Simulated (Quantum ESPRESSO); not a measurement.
# CsPbBr3: band-structure run (part 2 of 3)

CsPbBr3 (Pm-3m, 5 atoms in the cell); Kohn-Sham DFT of a periodic cell, r2SCAN, SG15 PBE 1.2, no spin polarisation (Quantum ESPRESSO 7.5); cutoff 761.92 eV, 5×5×5 k-mesh, fermi-dirac of 0.05 eV. The structure derives from an entry of the Crystallography Open Database.

Geometry of the input (Å; fractional positions):
```
5.8700  0.0000  0.0000
0.0000  5.8700  0.0000
0.0000  0.0000  5.8700
Pb 0.5000  0.5000  0.5000
Cs 0.0000  0.0000  0.0000
Br 0.5000  0.5000  0.0000
Br 0.5000  0.0000  0.5000
Br 0.0000  0.5000  0.5000
```

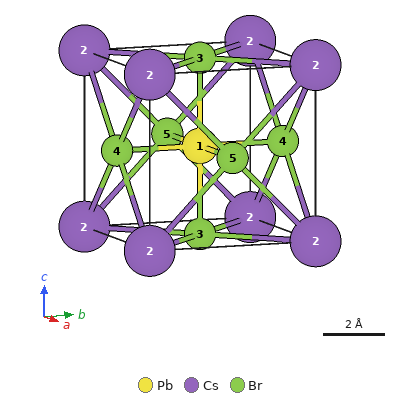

**Figure 1.** The structure (ball-and-stick view of the cell of the calculation, seen slightly off an axis; atoms are numbered from 1 in the order of the input). An atom can appear more than once, as a periodic image.

### Output, continued
```
     total energy              =    -234.15117552 Ry
     estimated scf accuracy    <       0.01298949 Ry

     iteration #  4     ecut=    56.00 Ry     beta= 0.50
     Davidson diagonalization with overlap
     c_bands:  1 eigenvalues not converged
     c_bands:  2 eigenvalues not converged
     c_bands:  1 eigenvalues not converged
     ethr =  2.95E-05,  avg # of iterations = 15.3

     total energy              =    -234.16905973 Ry
     estimated scf accuracy    <       0.01376366 Ry

     iteration #  5     ecut=    56.00 Ry     beta= 0.50
     Davidson diagonalization with overlap
     ethr =  2.95E-05,  avg # of iterations =  1.2

     total energy              =    -234.16884456 Ry
     estimated scf accuracy    <       0.01290180 Ry

     iteration #  6     ecut=    56.00 Ry     beta= 0.50
     Davidson diagonalization with overlap
     ethr =  2.93E-05,  avg # of iterations =  1.0

     total energy              =    -234.16860755 Ry
     estimated scf accuracy    <       0.00412284 Ry

     iteration #  7     ecut=    56.00 Ry     beta= 0.50
     Davidson diagonalization with overlap
     ethr =  9.37E-06,  avg # of iterations =  2.0

     total energy              =    -234.16887371 Ry
     estimated scf accuracy    <       0.00316164 Ry

     iteration #  8     ecut=    56.00 Ry     beta= 0.50
     Davidson diagonalization with overlap
     ethr =  7.19E-06,  avg # of iterations =  1.1

     total energy              =    -234.16895840 Ry
     estimated scf accuracy    <       0.00006971 Ry

     iteration #  9     ecut=    56.00 Ry     beta= 0.50
     Davidson diagonalization with overlap
     ethr =  1.58E-07,  avg # of iterations =  6.0

     total energy              =    -234.16898370 Ry
     estimated scf accuracy    <       0.00016002 Ry

     iteration # 10     ecut=    56.00 Ry     beta= 0.50
     Davidson diagonalization with overlap
     ethr =  1.58E-07,  avg # of iterations =  1.2

     total energy              =    -234.16898598 Ry
     estimated scf accuracy    <       0.00001656 Ry

     iteration # 11     ecut=    56.00 Ry     beta= 0.50
     Davidson diagonalization with overlap
     ethr =  3.76E-08,  avg # of iterations =  1.4

     total energy              =    -234.16898647 Ry
     estimated scf accuracy    <       0.00000211 Ry

     iteration # 12     ecut=    56.00 Ry     beta= 0.50
     Davidson diagonalization with overlap
     ethr =  4.79E-09,  avg # of iterations =  4.9

     total energy              =    -234.16898725 Ry
     estimated scf accuracy    <       0.00000116 Ry

     iteration # 13     ecut=    56.00 Ry     beta= 0.50
     Davidson diagonalization with overlap
     ethr =  2.63E-09,  avg # of iterations =  1.2

     End of self-consistent calculation

          k = 0.0000 0.0000 0.0000 (  9771 PWs)   bands (ev):

   -18.4684 -13.0852 -13.0852 -12.8199 -12.8199 -12.8199 -11.7720 -10.9289
   -10.9289  -4.7471  -4.7471  -4.7471  -3.7814  -0.7374  -0.7374  -0.7374
     1.4723   1.4723   1.4723   1.5934   1.5934   1.5934   7.1961   8.2184
     8.2185   9.0932   9.0932   9.0932  10.0283  10.0283  10.0283

          k = 0.0000 0.0000 0.2000 (  9663 PWs)   bands (ev):

   -18.4680 -13.0852 -13.0483 -12.8204 -12.8204 -12.8199 -11.7248 -11.0348
   -10.9283  -4.7426  -4.7426  -4.7425  -4.0953  -0.7052  -0.7052  -0.0580
     1.4267   1.4296   1.4296   1.5510   1.5510   1.5852   7.5854   8.4640
     8.5271   8.8126   9.2281   9.2763   9.2763  10.0245  10.0246

          k = 0.0000 0.0000 0.4000 (  9654 PWs)   bands (ev):

   -18.4673 -13.0850 -12.9864 -12.8211 -12.8211 -12.8199 -11.5756 -11.2818
   -10.9274  -4.7354  -4.7353  -4.7353  -4.4592  -0.6500  -0.6500   0.7634
     1.3482   1.3482   1.3558   1.4933   1.4933   1.9869   6.8683   8.4698
     9.0579   9.1471   9.3817   9.3817   9.5630  10.5420  10.5422

          k = 0.0000 0.2000 0.0000 (  9663 PWs)   bands (ev):

   -18.4680 -13.0852 -13.0483 -12.8204 -12.8203 -12.8199 -11.7248 -11.0348
   -10.9283  -4.7426  -4.7426  -4.7425  -4.0953  -0.7052  -0.7052  -0.0580
     1.4267   1.4296   1.4296   1.5510   1.5510   1.5852   7.5854   8.4640
     8.5271   8.8126   9.2281   9.2763   9.2763  10.0244  10.0245

          k = 0.0000 0.2000 0.2000 (  9653 PWs)   bands (ev):

   -18.4676 -13.0674 -13.0274 -12.8208 -12.8204 -12.8203 -11.6829 -11.0768
   -10.9845  -4.7495  -4.7385  -4.7351  -4.3791  -0.6680  -0.2068   0.1220
     1.2121   1.3949   1.4923   1.4957   1.5752   1.6665   7.8739   8.5175
     8.5613   8.8002   8.8267   9.2299   9.5064   9.9280   9.9872

          k = 0.0000 0.2000 0.4000 (  9651 PWs)   bands (ev):

   -18.4670 -13.0615 -12.9677 -12.8215 -12.8211 -12.8203 -11.5477 -11.2866
   -11.0044  -4.7473  -4.7381  -4.7318  -4.7212  -0.6035  -0.0203   0.7103
     1.1508   1.3219   1.4203   1.4780   1.6671   2.0692   6.7076   8.2772
     8.7858   9.1856   9.2086   9.3831   9.8159  10.3244  10.4392

          k = 0.0000 0.2000-0.4000 (  9651 PWs)   bands (ev):

   -18.4670 -13.0615 -12.9677 -12.8215 -12.8211 -12.8203 -11.5477 -11.2866
   -11.0044  -4.7473  -4.7381  -4.7318  -4.7212  -0.6035  -0.0203   0.7103
     1.1508   1.3219   1.4203   1.4780   1.6671   2.0692   6.7076   8.2772
     8.7858   9.1857   9.2086   9.3831   9.8161  10.3248  10.4391

          k = 0.0000 0.2000-0.2000 (  9653 PWs)   bands (ev):

   -18.4676 -13.0674 -13.0274 -12.8208 -12.8204 -12.8203 -11.6829 -11.0768
   -10.9845  -4.7495  -4.7385  -4.7351  -4.3791  -0.6680  -0.2068   0.1220
     1.2121   1.3949   1.4923   1.4957   1.5752   1.6665   7.8740   8.5175
     8.5613   8.8002   8.8267   9.2299   9.5064   9.9280   9.9872

          k = 0.0000 0.4000 0.0000 (  9654 PWs)   bands (ev):

   -18.4673 -13.0850 -12.9864 -12.8211 -12.8211 -12.8199 -11.5756 -11.2818
   -10.9274  -4.7354  -4.7353  -4.7353  -4.4592  -0.6500  -0.6500   0.7634
     1.3482   1.3482   1.3558   1.4933   1.4933   1.9869   6.8683   8.4698
     9.0579   9.1471   9.3817   9.3817   9.5630  10.5419  10.5422

          k = 0.0000 0.4000 0.2000 (  9651 PWs)   bands (ev):

   -18.4670 -13.0615 -12.9677 -12.8215 -12.8211 -12.8203 -11.5477 -11.2866
   -11.0044  -4.7473  -4.7381  -4.7318  -4.7212  -0.6035  -0.0204   0.7103
     1.1508   1.3219   1.4203   1.4780   1.6671   2.0692   6.7076   8.2772
     8.7858   9.1856   9.2086   9.3831   9.8159  10.3244  10.4392

          k = 0.0000 0.4000 0.4000 (  9644 PWs)   bands (ev):

   -18.4665 -13.0404 -12.9160 -12.8223 -12.8211 -12.8210 -11.4557 -11.3259
   -11.1500  -5.0532  -4.7554  -4.7499  -4.7262  -0.5210   0.6061   0.9114
     1.1321   1.2773   1.2983   1.4500   1.8970   2.5052   6.4287   6.4915
     8.9816   9.2892   9.6432   9.9726  10.0688  10.2703  10.3435

          k = 0.0000 0.4000-0.4000 (  9644 PWs)   bands (ev):

   -18.4665 -13.0404 -12.9160 -12.8223 -12.8211 -12.8211 -11.4557 -11.3259
   -11.1500  -5.0532  -4.7554  -4.7499  -4.7262  -0.5210   0.6061   0.9114
     1.1321   1.2773   1.2983   1.4500   1.8970   2.5052   6.4286   6.4915
     8.9816   9.2892   9.6432   9.9726  10.0688  10.2703  10.3436

          k = 0.0000 0.4000-0.2000 (  9651 PWs)   bands (ev):

   -18.4670 -13.0615 -12.9677 -12.8215 -12.8211 -12.8203 -11.5477 -11.2866
   -11.0044  -4.7473  -4.7381  -4.7318  -4.7212  -0.6035  -0.0204   0.7103
     1.1508   1.3219   1.4203   1.4780   1.6671   2.0692   6.7076   8.2772
     8.7858   9.1856   9.2086   9.3831   9.8158  10.3243  10.4388

          k = 0.2000 0.0000 0.0000 (  9663 PWs)   bands (ev):

   -18.4680 -13.0852 -13.0483 -12.8204 -12.8203 -12.8199 -11.7248 -11.0348
   -10.9283  -4.7426  -4.7426  -4.7425  -4.0953  -0.7052  -0.7052  -0.0579
     1.4267   1.4296   1.4296   1.5510   1.5510   1.5852   7.5854   8.4640
     8.5271   8.8126   9.2281   9.2763   9.2763  10.0244  10.0244

          k = 0.2000 0.0000 0.2000 (  9653 PWs)   bands (ev):

   -18.4676 -13.0674 -13.0274 -12.8208 -12.8203 -12.8203 -11.6829 -11.0768
   -10.9845  -4.7495  -4.7385  -4.7351  -4.3791  -0.6680  -0.2068   0.1220
     1.2121   1.3949   1.4923   1.4957   1.5752   1.6665   7.8739   8.5175
     8.5613   8.8002   8.8267   9.2299   9.5064   9.9279   9.9872

          k = 0.2000 0.0000 0.4000 (  9651 PWs)   bands (ev):

   -18.4670 -13.0615 -12.9677 -12.8215 -12.8211 -12.8203 -11.5477 -11.2866
   -11.0044  -4.7473  -4.7381  -4.7318  -4.7212  -0.6035  -0.0203   0.7103
     1.1508   1.3219   1.4203   1.4780   1.6671   2.0692   6.7076   8.2772
     8.7858   9.1856   9.2086   9.3831   9.8159  10.3246  10.4396

          k = 0.2000 0.0000-0.4000 (  9651 PWs)   bands (ev):

   -18.4670 -13.0615 -12.9677 -12.8215 -12.8211 -12.8203 -11.5477 -11.2866
   -11.0044  -4.7473  -4.7381  -4.7318  -4.7212  -0.6035  -0.0203   0.7103
     1.1508   1.3219   1.4203   1.4780   1.6671   2.0692   6.7076   8.2772
     8.7858   9.1856   9.2086   9.3831   9.8159  10.3246  10.4394

          k = 0.2000 0.0000-0.2000 (  9653 PWs)   bands (ev):

   -18.4676 -13.0674 -13.0274 -12.8208 -12.8204 -12.8203 -11.6829 -11.0768
   -10.9845  -4.7495  -4.7385  -4.7351  -4.3791  -0.6680  -0.2068   0.1220
     1.2121   1.3949   1.4923   1.4957   1.5752   1.6665   7.8739   8.5175
     8.5613   8.8002   8.8267   9.2299   9.5064   9.9279   9.9872

          k = 0.2000 0.2000 0.0000 (  9653 PWs)   bands (ev):

   -18.4676 -13.0674 -13.0274 -12.8208 -12.8204 -12.8203 -11.6829 -11.0768
   -10.9845  -4.7495  -4.7385  -4.7351  -4.3791  -0.6680  -0.2068   0.1220
     1.2121   1.3949   1.4922   1.4957   1.5752   1.6665   7.8739   8.5175
     8.5613   8.8002   8.8267   9.2299   9.5064   9.9280   9.9873

          k = 0.2000 0.2000 0.2000 (  9666 PWs)   bands (ev):

   -18.4673 -13.0273 -13.0273 -12.8208 -12.8208 -12.8208 -11.6461 -11.0759
   -11.0759  -4.7498  -4.7498  -4.7276  -4.6426  -0.1659  -0.1659   0.2683
     1.1881   1.1881   1.4661   1.6338   1.6560   1.6560   7.9783   8.2972
     8.2972   8.6679   8.9860   8.9860   9.9197   9.9198  10.1168

          k = 0.2000 0.2000 0.4000 (  9667 PWs)   bands (ev):

   -18.4667 -13.0272 -12.9589 -12.8215 -12.8215 -12.8208 -11.5250 -11.2896
   -11.0744  -4.9723  -4.7513  -4.7504  -4.7324  -0.0920   0.1310   0.7005
     1.0039   1.2050   1.5534   1.6270   1.7147   2.1169   6.5435   8.0698
     8.0786   8.9054   9.3941   9.4873  10.1674  10.2774  10.5440

          k = 0.2000 0.2000-0.4000 (  9667 PWs)   bands (ev):

   -18.4667 -13.0272 -12.9589 -12.8215 -12.8215 -12.8208 -11.5250 -11.2896
   -11.0744  -4.9723  -4.7513  -4.7504  -4.7324  -0.0920   0.1310   0.7005
     1.0039   1.2050   1.5534   1.6270   1.7147   2.1169   6.5435   8.0698
     8.0786   8.9054   9.3941   9.4873  10.1673  10.2774  10.5444

          k = 0.2000 0.2000-0.2000 (  9666 PWs)   bands (ev):

   -18.4673 -13.0273 -13.0273 -12.8208 -12.8208 -12.8208 -11.6461 -11.0759
   -11.0759  -4.7498  -4.7498  -4.7276  -4.6426  -0.1659  -0.1659   0.2683
     1.1881   1.1881   1.4661   1.6338   1.6560   1.6560   7.9783   8.2972
     8.2972   8.6679   8.9860   8.9860   9.9197   9.9198  10.1168

          k = 0.2000 0.4000 0.0000 (  9651 PWs)   bands (ev):

   -18.4670 -13.0615 -12.9677 -12.8215 -12.8211 -12.8203 -11.5477 -11.2866
   -11.0044  -4.7473  -4.7381  -4.7318  -4.7212  -0.6035  -0.0203   0.7103
     1.1508   1.3219   1.4203   1.4780   1.6671   2.0692   6.7076   8.2772
     8.7858   9.1857   9.2086   9.3831   9.8159  10.3248  10.4393

          k = 0.2000 0.4000 0.2000 (  9667 PWs)   bands (ev):

   -18.4667 -13.0272 -12.9589 -12.8215 -12.8215 -12.8208 -11.5250 -11.2896
   -11.0744  -4.9723  -4.7513  -4.7504  -4.7324  -0.0920   0.1310   0.7006
     1.0039   1.2050   1.5534   1.6270   1.7147   2.1169   6.5435   8.0698
     8.0786   8.9054   9.3941   9.4873  10.1674  10.2773  10.5441

          k = 0.2000 0.4000 0.4000 (  9643 PWs)   bands (ev):

   -18.4662 -12.9952 -12.9160 -12.8223 -12.8215 -12.8215 -11.4468 -11.3245
   -11.2049  -5.2935  -4.7630  -4.7601  -4.7412   0.0940   0.6558   0.8647
     0.9335   1.1770   1.6063   1.6680   1.9004   2.5528   6.2551   6.3234
     7.8244   9.1939   9.6770   9.6895   9.9658  10.1683  10.6348

          k = 0.2000 0.4000-0.4000 (  9643 PWs)   bands (ev):

   -18.4662 -12.9952 -12.9160 -12.8223 -12.8215 -12.8215 -11.4468 -11.3245
   -11.2049  -5.2935  -4.7630  -4.7601  -4.7412   0.0940   0.6558   0.8647
     0.9335   1.1770   1.6063   1.6680   1.9004   2.5528   6.2551   6.3234
     7.8244   9.1939   9.6770   9.6894   9.9658  10.1683  10.6356

          k = 0.2000 0.4000-0.2000 (  9667 PWs)   bands (ev):

   -18.4667 -13.0272 -12.9589 -12.8215 -12.8215 -12.8208 -11.5250 -11.2896
   -11.0744  -4.9723  -4.7513  -4.7504  -4.7324  -0.0920   0.1310   0.7005
     1.0039   1.2050   1.5534   1.6270   1.7147   2.1169   6.5435   8.0698
     8.0786   8.9054   9.3941   9.4873  10.1673  10.2773  10.5441

          k = 0.2000-0.4000 0.0000 (  9651 PWs)   bands (ev):

   -18.4670 -13.0615 -12.9677 -12.8215 -12.8211 -12.8203 -11.5477 -11.2866
   -11.0044  -4.7473  -4.7381  -4.7318  -4.7212  -0.6035  -0.0203   0.7103
     1.1508   1.3219   1.4203   1.4780   1.6671   2.0692   6.7076   8.2772
     8.7858   9.1856   9.2086   9.3831   9.8158  10.3245  10.4389

          k = 0.2000-0.4000 0.2000 (  9667 PWs)   bands (ev):

   -18.4667 -13.0272 -12.9589 -12.8215 -12.8215 -12.8208 -11.5250 -11.2896
   -11.0744  -4.9723  -4.7513  -4.7504  -4.7324  -0.0920   0.1310   0.7005
     1.0039   1.2050   1.5534   1.6270   1.7147   2.1169   6.5435   8.0698
     8.0786   8.9054   9.3941   9.4873  10.1672  10.2773  10.5440

          k = 0.2000-0.4000 0.4000 (  9643 PWs)   bands (ev):

   -18.4662 -12.9952 -12.9160 -12.8223 -12.8215 -12.8215 -11.4468 -11.3245
   -11.2049  -5.2935  -4.7630  -4.7601  -4.7412   0.0940   0.6558   0.8647
     0.9335   1.1770   1.6063   1.6680   1.9004   2.5528   6.2551   6.3234
     7.8244   9.1939   9.6770   9.6894   9.9658  10.1683  10.6352

          k = 0.2000-0.4000-0.4000 (  9643 PWs)   bands (ev):

   -18.4662 -12.9952 -12.9160 -12.8223 -12.8215 -12.8215 -11.4468 -11.3245
   -11.2049  -5.2935  -4.7630  -4.7601  -4.7412   0.0940   0.6558   0.8647
     0.9335   1.1770   1.6063   1.6680   1.9004   2.5528   6.2551   6.3234
     7.8244   9.1939   9.6770   9.6894   9.9659  10.1683  10.6352

          k = 0.2000-0.4000-0.2000 (  9667 PWs)   bands (ev):

   -18.4667 -13.0272 -12.9589 -12.8215 -12.8215 -12.8208 -11.5250 -11.2896
   -11.0744  -4.9723  -4.7513  -4.7504  -4.7324  -0.0920   0.1310   0.7005
     1.0039   1.2050   1.5534   1.6270   1.7147   2.1169   6.5435   8.0698
     8.0786   8.9054   9.3941   9.4873  10.1673  10.2773  10.5445

          k = 0.2000-0.2000 0.0000 (  9653 PWs)   bands (ev):

   -18.4676 -13.0674 -13.0274 -12.8208 -12.8204 -12.8203 -11.6829 -11.0768
   -10.9845  -4.7495  -4.7385  -4.7351  -4.3791  -0.6680  -0.2068   0.1220
     1.2121   1.3949   1.4922   1.4957   1.5752   1.6665   7.8740   8.5175
     8.5613   8.8002   8.8267   9.2299   9.5064   9.9280   9.9873
```
